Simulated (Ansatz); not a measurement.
## MgO (Fm-3m):V_O, thermodynamic levels from a 54-atom cell

Wanted: the transition levels of a vacancy in MgO (Fm-3m), from a cell of 54 host atoms with 1 O taken out.

Program: Ansatz 0.2.0. Level of theory: place-levels on r2SCAN runs: charge-transition levels and formation energies with image-charge correction and potential alignment at the atomic sites; PAW set soft_1. Results are calculated unless marked as measured.

### 1. Starting point

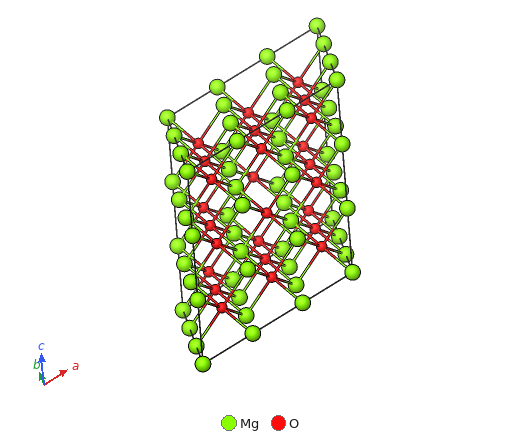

The starting structure, seen slightly off an axis (magnesium green, oxygen red). Bonds to atoms that aren't drawn are left out. Some periodic images of atoms are drawn too.

The cell holds 53 atoms: 27 Mg and 26 O. Cell: a = 9.193 Å, b = 9.193 Å, c = 9.193 Å, α = 60.0°, β = 60.0°, γ = 60.0°. It derives from MgO (space group Fm-3m). Nearest the centre at fractional (0.500, 0.500, 0.500): Mg46 at 2.17 Å, Mg50 at 2.17 Å, Mg34 at 2.17 Å, Mg28 at 2.17 Å, Mg44 at 2.17 Å, Mg32 at 2.17 Å, O12 at 3.06 Å, O24 at 3.06 Å.

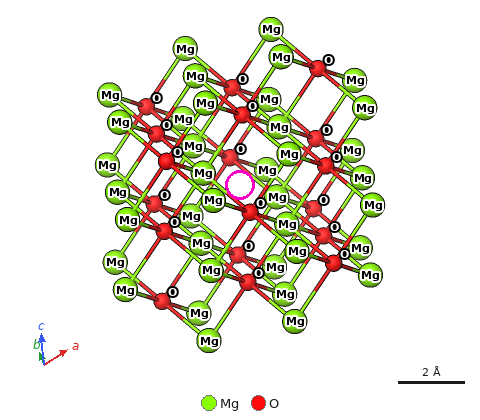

The atoms within 5 Å of the centre. A ring marks the centre wherever it is empty.

Screening for the image-charge correction: ε∞ = 3.24, ε0 = 10.37, from a response run on this crystal (DFPT, PBEsol) at that run's own cell.

The relaxed host is scaled by +3.0 % along all axes; the dielectric constants are those of the unstrained host.

The cell's shortest repeat is 9.2 Å.

### 2. What was run first

A transition level is the Fermi level at which two charge states cost the same, so each charge needs its own total energy, at its own relaxed structure.

Random displacements of about 0.05 Å break the site symmetry at the start, so that the relaxation can reach a distorted minimum if there is one. Forces are taken at one point at (¼, ¼, ¼). The cell holds 1 electron more than the neutral one, with a uniform background that keeps it neutral on the whole. The electron count is odd, so at least one spin is unpaired; this run locks the moment at 1 μB.

The sampling was tested on the host first: at the k-points planned (1x1x1 shifted 0.25 0.25 0.25) its energy lies 0.018 eV an atom from the dense-mesh value, under the bound of 0.02 eV set for this test; that bounds the host's error, not the defect's.

One of the inputs; charge, spin and start change from state to state.

Contents of qm1_M1.relax/input.yaml:

```yaml
crystal:
  lattice:
    - [0.0, 6.5005802, 6.5005802]
    - [6.5005802, 0.0, 6.5005802]
    - [6.5005802, 6.5005802, 0.0]
  atoms:
    - { symbol: Mg, position: [0.0, 0.0, 0.0] }
    - { symbol: O, position: [0.16666667, 0.16666667, 0.16666667] }
[... 7 atom lines left out ...]
    - { symbol: O, position: [0.16666667, 0.5, 0.5] }
[... 1 atom line left out ...]
    - { symbol: O, position: [0.16666667, 0.5, 0.83333333] }
[... 3 atom lines left out ...]
    - { symbol: O, position: [0.16666667, 0.83333333, 0.5] }
[... 4 atom lines left out ...]
    - { symbol: Mg, position: [0.33333333, 0.0, 0.33333333] }
    - { symbol: O, position: [0.5, 0.16666667, 0.5] }
[... 1 atom line left out ...]
    - { symbol: O, position: [0.5, 0.16666667, 0.83333333] }
[... 1 atom line left out ...]
    - { symbol: O, position: [0.5, 0.5, 0.16666667] }
[... 1 atom line left out ...]
    - { symbol: Mg, position: [0.33333333, 0.33333333, 0.66666667] }
    - { symbol: O, position: [0.5, 0.5, 0.83333333] }
[... 1 atom line left out ...]
    - { symbol: O, position: [0.5, 0.83333333, 0.16666667] }
    - { symbol: Mg, position: [0.33333333, 0.66666667, 0.33333333] }
    - { symbol: O, position: [0.5, 0.83333333, 0.5] }
    - { symbol: Mg, position: [0.33333333, 0.66666667, 0.66666667] }
[... 4 atom lines left out ...]
    - { symbol: O, position: [0.83333333, 0.16666667, 0.5] }
[... 3 atom lines left out ...]
    - { symbol: O, position: [0.83333333, 0.5, 0.16666667] }
    - { symbol: Mg, position: [0.66666667, 0.33333333, 0.33333333] }
    - { symbol: O, position: [0.83333333, 0.5, 0.5] }
    - { symbol: Mg, position: [0.66666667, 0.33333333, 0.66666667] }
[... 3 atom lines left out ...]
    - { symbol: Mg, position: [0.66666667, 0.66666667, 0.33333333] }
[... 1 atom line left out ...]
    - { symbol: Mg, position: [0.66666667, 0.66666667, 0.66666667] }
    - { symbol: O, position: [0.83333333, 0.83333333, 0.83333333] }
  host:
    repeats: [3, 3, 3]
    atoms:
      - { symbol: Mg, position: [0.0, 0.0, 0.0] }
      - { symbol: O, position: [0.5, 0.5, 0.5] }
total_charge: -1
basis:
  ecutwfc: 500
  xc_grid: 2
hamiltonian:
  xc: r2scan
  pseudopotentials: { kind: paw, azcp: { folder: soft_1 } }
kpoints:
  mp_grid: { grid: [1, 1, 1], shift: [0.25, 0.25, 0.25] }
magnetization:
  spin_polarized: true
  initial_magnetization: 1
  spin_locking: { lock_magnetization: hard }
scf:
  occupations: { method: fixed }
  max_iter: 60
output:
  forces: true
  charged_corrections:
    epsilon: 3.24
    static_epsilon: 10.37
    defect_position: [0.5, 0.5, 0.5]
relax:
  f_tol: 0.02
  max_steps: 80
  random_displacement: { amplitude: 0.05, seed: 7619 }
checkpoint:
  write: "../qm1_M1.relax.run"
  compress: false
  write_wavefunctions: true
  write_every: 100000
```

Launch:

```bash
$ ansatz run input.yaml --threads 4 --pin off --max-ram 7536MiB --backend cpu --events-out ev --progress --plain --runs-dir out
```

Defect states can disperse in a cell of this size, so the energy is taken again at a 2×2×2 shifted mesh, on the relaxed structure.

The run of this state that the levels use, under r2SCAN:

Contents of qm1_M1.point/input.yaml:

```yaml
crystal:
  checkpoint: "../qm1_M1.relax.run"
  host: checkpoint
total_charge: -1
basis:
  ecutwfc: 500
  xc_grid: 2
hamiltonian:
  xc: r2scan
  pseudopotentials: { kind: paw, azcp: { folder: soft_1 } }
kpoints:
  mp_grid: { grid: [2, 2, 2], shift: [0.5, 0.5, 0.5] }
magnetization:
  spin_polarized: true
  initial_magnetization: 1
  spin_locking: { lock_magnetization: hard }
scf:
  occupations: { method: fermi_dirac, width: 0.01 }
  max_iter: 60
output:
  forces: true
  eigenvalues: true
  charged_corrections:
    epsilon: 3.24
    static_epsilon: 10.37
    defect_position: [0.5, 0.5, 0.5]
  eigenstates: { localisation: true }
  populations: true
  efg: {}
checkpoint:
  read: "../qm1_M1.relax.run"
  write: "../qm1_M1.point.run"
  compress: false
  write_wavefunctions: false
  write_every: 100000
```

Relaxations under r2SCAN at one point at (¼, ¼, ¼); times on 4 threads of Arm Neoverse V1, shared host:

```tsv
charge	moment (μB)	occupations	outcome	steps	largest displacement against the far atoms (Å)	time
−1	1	fixed	converged	7	0.04	3.5 min
0	0	fixed	converged	5	0.04	68 s
+1	1	fixed	converged	5	0.13	2.6 min
+2	0	fixed	converged	5	0.21	70 s
```

Single points under r2SCAN at a 2×2×2 shifted mesh; times on 4 threads of Arm Neoverse V1, shared host:

```tsv
charge	moment (μB)	occupations	outcome	time
−1	1	fermi-dirac	converged	2.9 min
0	0	fermi-dirac	converged	74 s
+1	1	fermi-dirac	converged	2.8 min
+2	0	fermi-dirac	converged	70 s
```

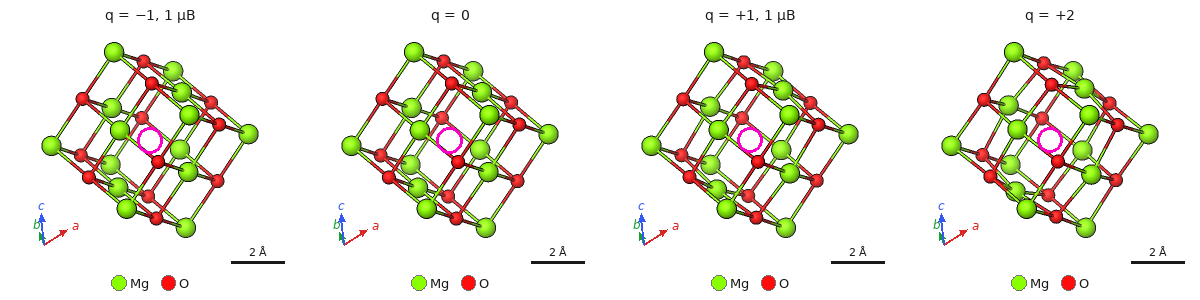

The structures near the centre after relaxation with r2SCAN, by charge. A ring marks the centre wherever it is empty.

Distances (Å) from the ideal centre to the nearest atoms after relaxation with r2SCAN:

```tsv
charge	moment (μB)	1.	2.	3.	4.	5.	6.
−1	1	Mg 2.20	Mg 2.20	Mg 2.20	Mg 2.20	Mg 2.20	Mg 2.21
0	0	Mg 2.20	Mg 2.21	Mg 2.21	Mg 2.21	Mg 2.21	Mg 2.21
+1	1	Mg 2.29	Mg 2.29	Mg 2.29	Mg 2.30	Mg 2.30	Mg 2.30
+2	0	Mg 2.38	Mg 2.38	Mg 2.38	Mg 2.38	Mg 2.38	Mg 2.38
```

### 3. Placing the levels, r2SCAN

A charged cell interacts with its images and the background, and its potential has another zero than the host's. place-levels removes the first by a point-charge model, screened by the static dielectric constant since the ions have relaxed around the charge, and the second by comparing potentials at atoms far from the defect.

The host is a run of the defect-free crystal in the same cutoffs, grids and k-points, so that basis and sampling errors cancel in part in the differences. The host is run in a cell of 2 atoms on a matching mesh. Its band edges are searched through the zone by a band path, so the gap is smaller than, or equal to, that on the mesh. Chemical potentials are energies per atom of O (O2 molecule), run with the same functional and cutoff.

Contents of levels.point.yaml:

```yaml
host:
  run: host.point.run
states: [qm1_M1.point.run, q0.point.run, qp1_M1.point.run, qp2.point.run]
geometry_from:
  qm1_M1.point.run: qm1_M1.relax.run
  q0.point.run: q0.relax.run
  qp1_M1.point.run: qp1_M1.relax.run
  qp2.point.run: qp2.relax.run
chemical_potentials:
  O:
    energy: -565.989614
    dataset: <sha256 of the dataset>
epsilon: 3.24
static_epsilon: 10.37
vertical:
  - { from: qm1_M1.point.run, to: qm1_M1.point_neutral.run }
  - { from: qp1_M1.point.run, to: qp1_M1.point_neutral.run }
  - { from: qp2.point.run, to: qp2.point_neutral.run }
```

Launch:

```bash
$ ansatz place-levels levels.point.yaml -- --threads 4 --pin off --max-ram 7536MiB
```

Numbers of over 12 decimals in the logs are rounded to 6 here.

Log:

```text
[... repeated set-up lines and file paths are left out, and long positions are rounded to six places ...]
(+2/+1) 1.791 eV above the valence edge, 3.032 eV under the conduction edge
(+1/0) 3.032 eV above the valence edge, 1.790 eV under the conduction edge
(0/-1) 4.865 eV above the valence edge (+6.101 eV without the band-filling correction), in the conduction band
formation energy of charge +2: +2.304 eV with the Fermi level at the valence edge
formation energy of charge +1: +4.095 eV with the Fermi level at the valence edge
formation energy of charge 0: +7.127 eV with the Fermi level at the valence edge
formation energy of charge -1: +11.992 eV with the Fermi level at the valence edge
vertical -1 to 0: no energy, since no alignment is typed
  the change from vertical[0].from (qm1_M1.point.run) to vertical[0].to (qm1_M1.point_neutral.run): by its potential at epsilon 3.24 it stands at 0.500 0.500 0.500, with an rms radius of about 4.8 Å (2.8 2.8 2.8 Å across the planes of the cell's vectors); [...]
vertical +1 to 0: no energy, since no alignment is typed
  the change from vertical[1].from (qp1_M1.point.run) to vertical[1].to (qp1_M1.point_neutral.run): by its potential at epsilon 3.24 it stands at 0.500 0.500 0.500, with an rms radius of about 1.4 Å (0.8 0.8 0.8 Å across the planes of the cell's vectors); [...]
vertical +2 to 0: no energy, since no alignment is typed
  the change from vertical[2].from (qp2.point.run) to vertical[2].to (qp2.point_neutral.run): by its potential at epsilon 3.24 it stands at 0.500 0.500 0.500, with an rms radius of about 1.6 Å (0.9 0.9 0.9 Å across the planes of the cell's vectors); [...]
  edges by r2scan, gap 4.823 eV; the host is sampled to repeats of 18.39 Å
  the defect's cells are sampled to repeats of 18.39 Å, like sampling
  charge +2: -66897.7902 eV with its correction of +0.650 eV, at epsilon 10.37, aligned at sites: -0.1648 eV, mean over 21 atomic sites at or beyond 4.60 Å from the defect at [0.5000, 0.5000, 0.5000], with -0.000000 for the charge's moments and without [...]
  charge +1: -66889.3477 eV with its correction of +0.094 eV, at epsilon 10.37, aligned at sites: -0.1511 eV, mean over 21 atomic sites at or beyond 4.60 Å from the defect at [0.5000, 0.5000, 0.5000], with +0.000000 for the charge's moments and without [...]
  charge 0: +0.000 eV for its dipole among its images, +0.000 omitted
  charge -1: -66866.9113 eV with its correction of +0.334 eV, at epsilon 10.37, aligned at sites: -0.0892 eV, mean over 21 atomic sites at or beyond 4.60 Å from the defect at [0.5000, 0.5000, 0.5000], with +0.000000 for the charge's moments and without [...]
  of states[3] (qp2.point.run): it parts from the run that its charge is read beside by 2 carriers, of which the mean alone is read, by its potential at epsilon 3.24, taken for that of held ions (one typed too small widens it): that is narrow, but one of them [...]
  of states[2] (qp1_M1.point.run): its alignment with the host at atomic sites is doubtful: the cell is too small to show whether the defect's potential has decayed: take a larger one; stability_check_not_made
  of states[1] (q0.point.run): its alignment with the host at atomic sites is doubtful: the cell is too small to show whether the defect's potential has decayed: take a larger one
  of states[0] (qm1_M1.point.run): it parts from the run at its places by a charge that spreads by about 2.8 Å along one vector (1.3 Å or more is wide), by its potential at epsilon 3.24, taken for that of held ions (one typed too small widens it), where the [...]
  of vertical[0].from (qm1_M1.point.run): its moments are held at its close (magnetization.spin_locking), by a field of 0.182 eV a Bohr magneton, and its energy and levels are of the state that this holds: a run that lets them go can end lower; [...]
  of vertical[1].from (qp1_M1.point.run): stability_check_not_made
  of vertical[2].from (qp2.point.run): it parts from the run that its charge is read beside by 2 carriers, of which the mean alone is read, by its potential at epsilon 3.24, taken for that of held ions (one typed too small widens it): that is narrow, but one [...]
```

The job ended after 0.52 s (4 threads of Arm Neoverse V1, shared host).

Levels between the charges placed, in eV above the valence top:

```tsv
	gap (eV)	(+2/+1)	(+1/0)	(0/−1)
r2SCAN	4.82	1.79	3.03	4.86
```

Corrections by state:

```tsv
charge	moment (μB)	image terms and alignment (eV)	band filling (eV)	ε used	over the lowest of its charge, as the program ranks them, band filling apart (eV)
+2	0.0	0.650	-	10.37	0.000
+1	1.0	0.094	-	10.37	0.000
0	0.0	0.000	-	-	0.000
−1	1.0	0.334	-1.236	10.37	0.000
```

The charged structures listed were also run neutral, and place-levels reads from each pair, by the potential or the spins, how wide the charge is by which they differ; that can be the carrier of either run.

```tsv
charge	rms radius (Å)	spread where it is widest against the cell (Å)	wide from (Å)	reading
+2	1.6	0.90	1.30	narrow
+1	1.4	0.80	1.30	narrow
−1	4.8	2.76	1.30	wide
```

The neutral runs of these pairs need not share the spin of the lowest neutral state, and very wide values only mean spread over the cell.

From the program's caveats on the states, each cut to its opening words:

- charge +2: it parts from the run that its charge is read beside by 2 carriers, of which the mean alone is read, by its potential at epsilon 3.24, taken for that of held [...]
- charge +2, +1 (1 μB), 0, −1 (1 μB): its alignment with the host at atomic sites is doubtful: the cell is too small to show whether the defect's potential has decayed: take a larger one
- charge +1 (1 μB), −1 (1 μB): flagged: stability check not made
- charge −1 (1 μB): it parts from the run at its places by a charge that spreads by about 2.8 Å along one vector (1.3 Å or more is wide), by its potential at epsilon 3.24, taken [...]
- charge −1 (1 μB): a band-filling correction moves a carrier to the host's band edge, which changes its energy by -1.236 eV
- charge −1 (1 μB): the host's ions (past the first shell or, of a walk that freed a part, those that it held) aren't shown at rest: they stand up to 0.013 Å off their sites, 0.26 [...]
- charge −1 (1 μB): its moments are held at its close (magnetization.spin_locking), by a field of 0.182 eV a Bohr magneton, and its energy and levels are of the state that this [...]

The host's formation energy from the elements is -2.927 eV per atom at this strain; it sets how far the chemical potentials can move.

Limit set by the element alone; other compounds of these elements are not counted. Chemical potentials from the elements' reference states: Mg 0.00 eV, O -5.85 eV. Formation energy by charge state (Mg-rich; gap 4.82 eV):

```tsv
charge	at valence top (eV)	at conduction bottom (eV)	correction included (eV)
+2	-3.55	6.10	0.65
+1	-1.76	3.06	0.09
0	1.27	1.27	0.00
−1	6.14	1.32	-0.90
```

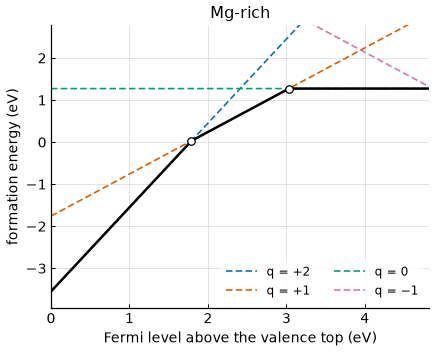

Formation energy against Fermi level; the thick line follows the lowest charge state and circles mark the transition levels.

Limit set by the element alone; other compounds of these elements are not counted. Chemical potentials from the elements' reference states: O 0.00 eV, Mg -5.85 eV. Formation energy by charge state (O-rich; gap 4.82 eV):

```tsv
charge	at valence top (eV)	at conduction bottom (eV)	correction included (eV)
+2	2.30	11.95	0.65
+1	4.09	8.92	0.09
0	7.13	7.13	0.00
−1	11.99	7.17	-0.90
```

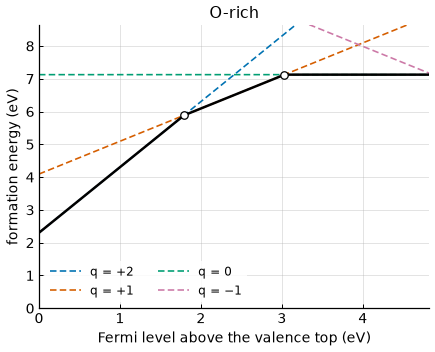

Formation energy against Fermi level; the thick line follows the lowest charge state and circles mark the transition levels.

### 4. The same at the relaxations' own k-points

The relaxations' own energies give the levels at their sampling, for comparison.

Contents of levels.relax_mesh.yaml:

```yaml
host:
  run: host.relax.run
states: [qm1_M1.relax.run, q0.relax.run, qp1_M1.relax.run, qp2.relax.run]
chemical_potentials:
  O:
    energy: -565.989614
    dataset: <sha256 of the dataset>
```

Launch:

```bash
$ ansatz place-levels levels.relax_mesh.yaml -- --threads 4 --pin off --max-ram 7536MiB
```

Log:

```text
(+2/+1) 1.593 eV above the valence edge, 3.211 eV under the conduction edge
(+1/0) 2.803 eV above the valence edge, 2.001 eV under the conduction edge
[...]
formation energy of charge +2: +2.311 eV with the Fermi level at the valence edge
formation energy of charge +1: +3.904 eV with the Fermi level at the valence edge
formation energy of charge 0: +6.707 eV with the Fermi level at the valence edge
formation energy of charge -1: +11.559 eV with the Fermi level at the valence edge
  edges by r2scan, gap 4.804 eV; the host is sampled to repeats of 9.19 Å
[... the lines on each state left out ...]
```

The job ended after 0.16 s (4 threads).

Levels between neighbouring charges, in eV above the valence top:

```tsv
	gap (eV)	(+2/+1)	(+1/0)	(0/−1)
one point at (¼, ¼, ¼)	4.80	1.59	2.80	4.85
a 2×2×2 shifted mesh	4.82	1.79	3.03	4.86
```

Going from one point at (¼, ¼, ¼) to a 2×2×2 shifted mesh moves the levels that carry no band-filling term by up to 0.23 eV and formation energies against the elements by up to 0.43 eV; band-filling terms, which differ between samplings, are in these energies.

### 5. Results

| Item | Value |
| --- | --- |
| gap of the host | 4.82 eV (r2SCAN) |
| level (plus 2/plus 1) | 1.79 eV above the valence top |
| level (plus 1/0) | 3.03 eV above the valence top |
| level (0/minus 1) | 4.86 eV above the valence top, past the conduction bottom (6.10 eV above the valence top without the band-filling term) |
| lowest of the charges placed, just above the valence top (0.02 eV) | +2 |
| lowest of the charges placed, just below the conduction bottom (0.02 eV) | 0 |
| lowest formation energy at mid-gap of the charges run, Mg-rich | 0.65 eV |
| lowest formation energy at mid-gap of the charges run, O-rich | 6.51 eV |

In words: Of the charges placed (−1, 0, +1 and +2), the lowest changes at 1.79 eV (+2/+1) and 3.03 eV (+1/0) above the valence top, in a gap of 4.82 eV. Charges above +2 were not placed, so these runs say nothing of levels that involve them. States placed: +2 at 0 μB; +1 at 1 μB; 0 at 0 μB; −1 at 1 μB. Other spin states or structures, where not listed, weren't placed. The program finds carriers beyond a band edge of the host and adds a band-filling term at charge −1 (-1.24 eV); steps to such a charge show no bound level, and a defect level inside a band would be read the same way. Going from one point at (¼, ¼, ¼) to a 2×2×2 shifted mesh moves the levels that carry no band-filling term by up to 0.23 eV and formation energies against the elements by up to 0.43 eV; band-filling terms, which differ between samplings, are in these energies. The program doubts the alignment of potentials for at least one state, a sign that the cell is small. Keep in mind: r2SCAN makes the gap too small and tends to spread out bound carriers; where a gas molecule sets a chemical potential or the host's formation energy, its binding is uncorrected; force components of up to 0.23 eV/Å remain in a run at the final settings.

[Logs are printed without paths, hosts, clocks, repeated set-up lines and the standing remarks that a program may print on its own settings, such as how far it seeks lower states.]

[Hosts, paths, dates, database ids (printed as entryN), source tags and the programs' standing remarks are cut or masked in the printed files.]

[Where a table of states has a column of steps, it counts the stored structures, which are thinned; the runs took as many ionic steps or more.]

[A defect's name tells the site on which it was built; relaxed atoms can leave that site.]

[For some hosts the program warned that the k-mesh of the response run may be too coarse for force constants and the static dielectric constant; such warnings are not shown here.]
